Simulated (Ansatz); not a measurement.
Ru: geometry relaxation (part 1 of 2)

- system: Ru (P6₃/mmc, 2 atoms in the cell)
- method: DFT PBE, scalar-relativistic, plane waves, PAW, no spin polarisation (Ansatz 0.2.0)

The structure derives from a Materials Project entry. It belongs to a series of runs on one base structure; here: relaxed at -3 GPa. Figures and captions count atoms from 1; the log counts them from 0 in places.

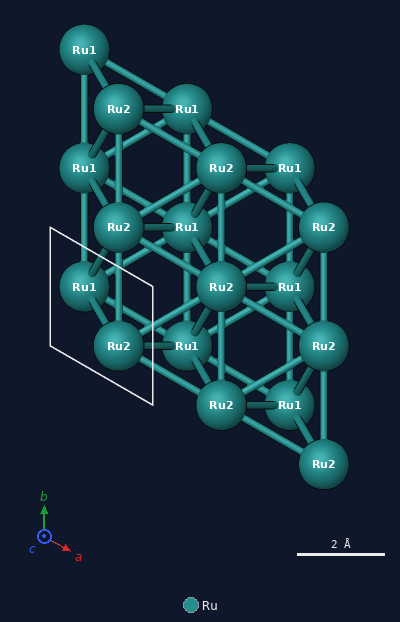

*The input geometry (ball-and-stick view of the cell of the calculation, repeated 3 × 3 × 1, along the c axis; atoms are numbered from 1 in the order of the input).*

Near neighbours in the crystal (not all of them lie inside the picture): Ru has 12 Ru at 2.69 to 2.75 Å.

Results in brief:

| quantity | value |
| --- | --- |
| outcome | converged |
| space group (tolerance 0.01 Å) | P6₃/mmc (194) |
| electrons treated | 32 |
| free energy | −11757.3778 eV |
| Fermi energy | 22.845 eV |
| gap on the k-point mesh | none (metallic) |
| pressure | −2.99 GPa |
| final volume | 27.80 Å³ |
| largest force (length of the vector) at the end | under 0.001 eV/Å |
| final cell | a = 2.730 Å, b = 2.730 Å, c = 4.309 Å, α = 90.00°, β = 90.00°, γ = 120.00° |
| hardware | 1 thread of Intel Xeon (Sapphire Rapids), 64 GiB of memory available, shared host |
| wall time | 24 s |
| peak memory | 0.46 GiB |

Input file:
```yaml
crystal:
  lattice:
    - [2.7457298235, 0.0, 0.0]
    - [-1.3728649117, 2.3778717791, 0.0]
    - [0.0, 0.0, 4.3374212421]
  atoms:
    - { symbol: Ru, position: [0.3333333333, 0.6666666667, 0.25] }
    - { symbol: Ru, position: [0.6666666667, 0.3333333333, 0.75] }
basis:
  ecutwfc: 420
kpoints:
  mp_grid: { grid: [18, 18, 10] }
hamiltonian:
  xc: pbe
scf:
  occupations: { method: gaussian, width: 0.1 }
output:
  forces: true
  stress: true
  eigenvalues: true
  write_density: true
  write_potential: true
  elf: true
  volumetric_format: npy
relax:
  adjacent_minimum: "off"
  f_tol: 0.008
  max_steps: 50
  cell: { stress_tol: 0.08, p_target: -3.0 }
```

Launched with:
```bash
ansatz run input.yaml --threads 1 --pin off --max-ram 2560MiB --backend cpu --events-out ev --progress --plain --runs-dir out
```

Output:
```
Engine: ansatz 0.2.0, x86_64-unknown-linux-gnu
Pseudopotentials: kind: paw
Pseudopotential: Ru, paw, valence charge 16, recommended cutoff 420 eV (normal), Ru.paw.azcp
Functional definition: PBE
  parameter kappa = 0.804
  parameter beta = 0.06672455060314922
  exchange = pbe_x(kappa = kappa, mu = beta*pi^2/3)
  correlation = pbe_c(beta = beta)
Crystal: 2 atoms, lattice volume = 28.319 Å³
Basis set: ecut = 420 eV, 573 PW (Γ), exchange–correlation on 40×40×60 points (8 copies of the dense FFT grid, shifted against one another)
Bands: 20, of which v1, the nominal top of the filled ones, is band 16 counted from 1 (15 counted from 0)
Symmetry: 24 space group operations
Space group: P63/mmc (ITA 194), of the structure as read, at distance tolerance 3.0e-5 Å
k-points: 222 of 3240
Non-local potential: Ru, projectors of the file, l = 0: 3, l = 1: 2, l = 2: 2, l = 3: 1
PAW form: soft (Blöchl's): semilocal exchange-correlation on the pseudo side does not see the compensation charge
PAW one-centre angular grid: Ru, 590 points (default); XC on 64 Gauss nodes
Initial density: superposition of atomic densities (neutral atoms: chi_scale 0, normalization atom), corrected by the library's trained network
Initial wavefunctions: pseudopotential atomic-orbital guess
Functional: x = pbe(κ = 0.804, μ = 0.2195149727645171), c = pbe(β = 0.06672455060314922)
SCF iter   1: F=—  HF=-11757.355650 eV  |F-HF|=—  |Δ(HF+E_count)|=         —  Δρ=6.22e-3  dr2=2.19e-3  ethr=1.77e-3  ⟨swp⟩=5.0  Hψ=17124  notcnv=0
preconditioner: auto → none  [metal: Δε(μ)=0.014 eV  Ē_g=5.524 eV  σ=0.100 eV  W_gap=0.08  n_scr=8 (ndim 8)  ℏωp=27.9 eV  f_vac=0.000  D(μ)=1.94/eV (n_scr^D=22)  sad-step TF]
SCF iter   2: F=—  HF=-11757.358353 eV  |F-HF|=—  |Δ(HF+E_count)|=   2.70e-3  Δρ=3.69e-3  dr2=8.10e-4  ethr=6.83e-6  ⟨swp⟩=2.0  Hψ=9675  notcnv=0
SCF iter   3: F=—  HF=-11757.359503 eV  |F-HF|=—  |Δ(HF+E_count)|=   1.15e-3  Δρ=2.50e-4  dr2=2.95e-6  ethr=2.53e-6  ⟨swp⟩=2.1  Hψ=6351  notcnv=0
SCF iter   4: F=—  HF=-11757.359474 eV  |F-HF|=—  |Δ(HF+E_count)|=   2.86e-5  Δρ=1.06e-4  dr2=4.22e-7  ethr=9.22e-9  ⟨swp⟩=2.4  Hψ=7829  notcnv=0
iter 5 did not close the SCF: its close was put off for the readings that it lacked (scf_convergence_deferred on its scf_iter line)
SCF iter   5: F=-11757.359476 eV  HF=-11757.359476 eV  |F-HF|=2.51e-10  |Δ(HF+E_count)|=   1.14e-6  Δρ=1.07e-5  dr2=1.04e-8  ethr=1.32e-9  ⟨swp⟩=2.7  Hψ=7351  notcnv=0
SCF iter   6: F=-11757.359476 eV  HF=-11757.359476 eV  |F-HF|=2.69e-10  |Δ(HF+E_count)|=   1.75e-9  Δρ=2.38e-6  dr2=4.67e-10  ethr=3.25e-11  ⟨swp⟩=5.7  Hψ=25374  notcnv=0
SCF 1 converged in 6 iterations: F = -11757.359476 eV  dr2 = 4.67e-10
  greatest PAW one-centre occupation: 0.998 electrons in one spin orbital (limit 2), on the Ru atom at site 1 (counted from 0), in its partial waves of l = 0
relax step   1: F+E_penalty+E_count = -11757.35947564 eV  Δ(F+E_penalty+E_count) = +0.000e0 eV  max|allowed force component| = 3.238e-17 eV/Å  Δτ_max = 0.0000 Å  P = -8.237 GPa  Ω = 28.319 Å³  (6 SCF iters, dr2 threshold 1.00e-7 eV, accepted)
Crystal: 2 atoms, lattice volume = 27.193 Å³
Basis set: ecut = 420 eV, 537 PW (Γ), exchange–correlation on 40×40×60 points (8 copies of the dense FFT grid, shifted against one another)
Initial density: handed on by an earlier stage of this run
Initial wavefunctions: those handed on with the density
iter 1 solved again at ethr=8.64e-6 eV; its pass at ethr=3.10e-3 eV (dr2=2.77e-3 eV) is discarded
SCF iter   1: F=—  HF=-11757.377213 eV  |F-HF|=—  |Δ(HF+E_count)|=         —  Δρ=3.16e-3  dr2=2.17e-3  ethr=8.64e-6  ⟨swp⟩=2.0  Hψ=23003  notcnv=0
preconditioner: auto → none  [metal: Δε(μ)=0.004 eV  Ē_g=5.832 eV  σ=0.100 eV  W_gap=0.02  n_scr=8 (ndim 8)  ℏωp=28.5 eV  f_vac=0.000  D(μ)=1.83/eV (n_scr^D=22)]
SCF iter   2: F=—  HF=-11757.376794 eV  |F-HF|=—  |Δ(HF+E_count)|=   4.20e-4  Δρ=1.31e-3  dr2=1.71e-4  ethr=6.79e-6  ⟨swp⟩=2.0  Hψ=6110  notcnv=0
SCF iter   3: F=—  HF=-11757.376785 eV  |F-HF|=—  |Δ(HF+E_count)|=   9.12e-6  Δρ=4.08e-4  dr2=1.82e-5  ethr=5.35e-7  ⟨swp⟩=1.0  Hψ=4442  notcnv=0
iter 4 did not close the SCF: its close was put off for the readings that it lacked (scf_convergence_deferred on its scf_iter line)
SCF iter   4: F=-11757.376790 eV  HF=-11757.376790 eV  |F-HF|=2.74e-8  |Δ(HF+E_count)|=   5.00e-6  Δρ=2.90e-5  dr2=4.13e-8  ethr=5.70e-8  ⟨swp⟩=2.2  Hψ=7976  notcnv=0
iter 5 did not close the SCF: its close was put off for the readings that it lacked (scf_convergence_deferred on its scf_iter line)
SCF iter   5: F=-11757.376790 eV  HF=-11757.376790 eV  |F-HF|=1.34e-9  |Δ(HF+E_count)|=   2.95e-8  Δρ=4.49e-6  dr2=2.06e-9  ethr=1.29e-10  ⟨swp⟩=2.0  Hψ=6531  notcnv=0
SCF iter   6: F=-11757.376790 eV  HF=-11757.376790 eV  |F-HF|=1.27e-11  |Δ(HF+E_count)|=  7.24e-10  Δρ=9.42e-7  dr2=4.52e-11  ethr=6.43e-12  ⟨swp⟩=4.4  Hψ=23762  notcnv=0
the search or the solves at the SCF's close seem to have found levels that the self-consistency loop had missed (the run counts 1). By its estimate they hold under 1e-12 electrons; where the run keeps them, the occupations were computed again with them
SCF 2 converged in 6 iterations: F = -11757.376790 eV  dr2 = 4.52e-11
relax step   2: F+E_penalty+E_count = -11757.37678963 eV  Δ(F+E_penalty+E_count) = -1.731e-2 eV  max|allowed force component| = 2.776e-17 eV/Å  Δτ_max = 0.0000 Å  P = +3.917 GPa  Ω = 27.193 Å³  energy of the carried Pulay correction = +4.612e-4 eV  (6 SCF iters, dr2 threshold 2.00e-7 eV, rejected (line search))
Crystal: 2 atoms, lattice volume = 27.824 Å³
iter 1 solved again at ethr=2.00e-6 eV; its pass at ethr=3.10e-3 eV (dr2=6.39e-4 eV) is discarded
SCF iter   1: F=—  HF=-11757.377717 eV  |F-HF|=—  |Δ(HF+E_count)|=         —  Δρ=1.76e-3  dr2=6.96e-4  ethr=2.00e-6  ⟨swp⟩=2.0  Hψ=22603  notcnv=0
preconditioner: auto → none  [metal: Δε(μ)=0.004 eV  Ē_g=5.649 eV  σ=0.100 eV  W_gap=0.02  n_scr=8 (ndim 8)  ℏωp=28.2 eV  f_vac=0.000  D(μ)=1.89/eV (n_scr^D=22)]
SCF iter   2: F=—  HF=-11757.377593 eV  |F-HF|=—  |Δ(HF+E_count)|=   1.24e-4  Δρ=7.43e-4  dr2=5.70e-5  ethr=2.00e-6  ⟨swp⟩=2.0  Hψ=6122  notcnv=0
SCF iter   3: F=—  HF=-11757.377568 eV  |F-HF|=—  |Δ(HF+E_count)|=   2.47e-5  Δρ=2.26e-4  dr2=6.00e-6  ethr=1.78e-7  ⟨swp⟩=1.0  Hψ=4440  notcnv=0
SCF iter   4: F=—  HF=-11757.377570 eV  |F-HF|=—  |Δ(HF+E_count)|=   2.19e-6  Δρ=1.73e-5  dr2=1.52e-8  ethr=1.87e-8  ⟨swp⟩=2.4  Hψ=7829  notcnv=0
SCF iter   5: F=—  HF=-11757.377570 eV  |F-HF|=—  |Δ(HF+E_count)|=   2.06e-7  Δρ=2.86e-6  dr2=8.08e-10  ethr=4.74e-11  ⟨swp⟩=2.0  Hψ=7155  notcnv=0
SCF iter   6: F=-11757.377570 eV  HF=-11757.377570 eV  |F-HF|=0.00e0  |Δ(HF+E_count)|=  2.58e-10  Δρ=7.42e-7  dr2=2.39e-11  ethr=1.00e-12  ⟨swp⟩=6.0  Hψ=21207  notcnv=0
SCF 3 converged in 6 iterations: F = -11757.377570 eV  dr2 = 2.39e-11
relax step   3: F+E_penalty+E_count = -11757.37757022 eV  Δ(F+E_penalty+E_count) = -1.809e-2 eV  max|allowed force component| = 4.626e-18 eV/Å  Δτ_max = 0.0000 Å  P = -3.238 GPa  Ω = 27.824 Å³  energy of the carried Pulay correction = +2.010e-4 eV  (6 SCF iters, accepted)
Crystal: 2 atoms, lattice volume = 27.802 Å³
iter 1 solved again at ethr=2.59e-9 eV; its pass at ethr=3.10e-3 eV (dr2=8.29e-7 eV) is discarded
SCF iter   1: F=—  HF=-11757.378036 eV  |F-HF|=—  |Δ(HF+E_count)|=         —  Δρ=6.22e-5  dr2=7.68e-7  ethr=2.59e-9  ⟨swp⟩=3.1  Hψ=24052  notcnv=0
preconditioner: auto → none  [metal: Δε(μ)=0.012 eV  Ē_g=5.659 eV  σ=0.100 eV  W_gap=0.07  n_scr=8 (ndim 8)  ℏωp=28.2 eV  f_vac=0.000  D(μ)=1.89/eV (n_scr^D=22)]
iter 2 did not close the SCF: its close was put off for the readings that it lacked (scf_convergence_deferred on its scf_iter line)
SCF iter   2: F=-11757.378001 eV  HF=-11757.378001 eV  |F-HF|=1.20e-8  |Δ(HF+E_count)|=   3.49e-5  Δρ=2.71e-5  dr2=7.28e-8  ethr=2.40e-9  ⟨swp⟩=2.0  Hψ=6119  notcnv=0
iter 3 did not close the SCF: its close was put off for the readings that it lacked (scf_convergence_deferred on its scf_iter line)
SCF iter   3: F=-11757.378001 eV  HF=-11757.378001 eV  |F-HF|=8.26e-10  |Δ(HF+E_count)|=   1.28e-8  Δρ=7.64e-6  dr2=6.96e-9  ethr=2.28e-10  ⟨swp⟩=1.1  Hψ=4556  notcnv=0
iter 4 did not close the SCF: its close was put off for the readings that it lacked (scf_convergence_deferred on its scf_iter line)
SCF iter   4: F=-11757.378001 eV  HF=-11757.378001 eV  |F-HF|=9.09e-12  |Δ(HF+E_count)|=   1.78e-9  Δρ=6.59e-7  dr2=2.63e-11  ethr=2.17e-11  ⟨swp⟩=2.6  Hψ=7708  notcnv=0
iter 5 did not close the SCF: its close was put off for the readings that it lacked (scf_convergence_deferred on its scf_iter line)
SCF iter   5: F=-11757.378001 eV  HF=-11757.378001 eV  |F-HF|=3.64e-12  |Δ(HF+E_count)|=  1.46e-11  Δρ=1.00e-7  dr2=1.25e-12  ethr=1.00e-12  ⟨swp⟩=1.4  Hψ=4575  notcnv=0
SCF iter   6: F=-11757.378001 eV  HF=-11757.378001 eV  |F-HF|=1.82e-12  |Δ(HF+E_count)|=  1.82e-12  Δρ=1.65e-8  dr2=1.65e-14  ethr=1.00e-12  ⟨swp⟩=3.6  Hψ=17348  notcnv=0
SCF 4 converged in 6 iterations: F = -11757.378001 eV  dr2 = 1.65e-14
relax step   4: F+E_penalty+E_count = -11757.37800138 eV  Δ(F+E_penalty+E_count) = -4.312e-4 eV  max|allowed force component| = 4.395e-17 eV/Å  Δτ_max = 0.0000 Å  P = -3.002 GPa  Ω = 27.802 Å³  energy of the carried Pulay correction = +2.101e-4 eV  (6 SCF iters, dr2 threshold 1.85e-7 eV, accepted)
Initial wavefunctions: pseudopotential atomic-orbital guess (no wavefunctions were taken with the density)
iter 1 solved again at ethr=1.78e-8 eV; its pass at ethr=3.10e-3 eV (dr2=5.69e-6 eV) is discarded
SCF iter   1: F=—  HF=-11757.377803 eV  |F-HF|=—  |Δ(HF+E_count)|=         —  Δρ=5.74e-5  dr2=1.52e-7  ethr=1.78e-8  ⟨swp⟩=3.0  Hψ=31222  notcnv=0
SCF iter   2: F=—  HF=-11757.377768 eV  |F-HF|=—  |Δ(HF+E_count)|=   3.46e-5  Δρ=2.65e-5  dr2=2.78e-8  ethr=4.77e-10  ⟨swp⟩=2.5  Hψ=7980  notcnv=0
SCF iter   3: F=—  HF=-11757.377768 eV  |F-HF|=—  |Δ(HF+E_count)|=   1.19e-8  Δρ=4.09e-6  dr2=1.21e-9  ethr=8.69e-11  ⟨swp⟩=2.2  Hψ=7978  notcnv=0
iter 4 did not close the SCF: its close was put off for the readings that it lacked (scf_convergence_deferred on its scf_iter line)
SCF iter   4: F=-11757.377768 eV  HF=-11757.377768 eV  |F-HF|=4.00e-11  |Δ(HF+E_count)|=  4.04e-10  Δρ=7.60e-7  dr2=3.57e-11  ethr=3.78e-12  ⟨swp⟩=2.1  Hψ=7717  notcnv=0
iter 5 did not close the SCF: its close was put off for the readings that it lacked (scf_convergence_deferred on its scf_iter line)
SCF iter   5: F=-11757.377768 eV  HF=-11757.377768 eV  |F-HF|=0.00e0  |Δ(HF+E_count)|=  4.00e-11  Δρ=4.85e-8  dr2=3.83e-13  ethr=1.00e-12  ⟨swp⟩=1.0  Hψ=4440  notcnv=0
SCF iter   6: F=-11757.377768 eV  HF=-11757.377768 eV  |F-HF|=0.00e0  |Δ(HF+E_count)|=    0.00e0  Δρ=1.44e-8  dr2=1.06e-14  ethr=1.00e-12  ⟨swp⟩=3.0  Hψ=16858  notcnv=0
SCF 5 converged in 6 iterations: F = -11757.377768 eV  dr2 = 1.06e-14
relax step   5: F+E_penalty+E_count = -11757.37776818 eV  Δ(F+E_penalty+E_count) = +2.332e-4 eV  max|allowed force component| = 4.395e-17 eV/Å  Δτ_max = 0.0000 Å  P = -2.989 GPa  Ω = 27.802 Å³  stress off target by 7.52e-2 GPa  SCF on the basis re-selected at this cell (its energy is not comparable with the rows above)  (6 SCF iters)
```

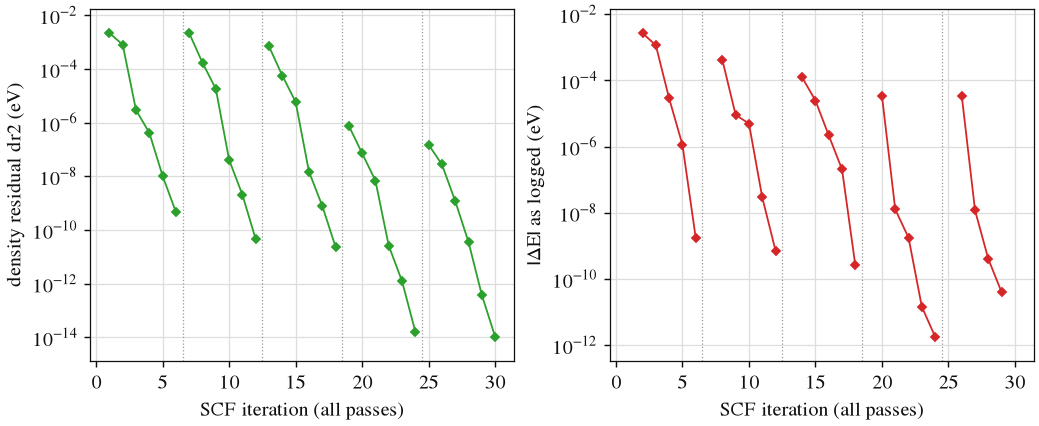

*Convergence of the self-consistent field: density residual dr2 and size of the energy change against the SCF iteration. The dotted lines part the SCF passes of the relaxation: geometry steps, rejected trials and re-solves on a re-selected basis.*

The 5 passes take 6 iterations each, 30 in all.
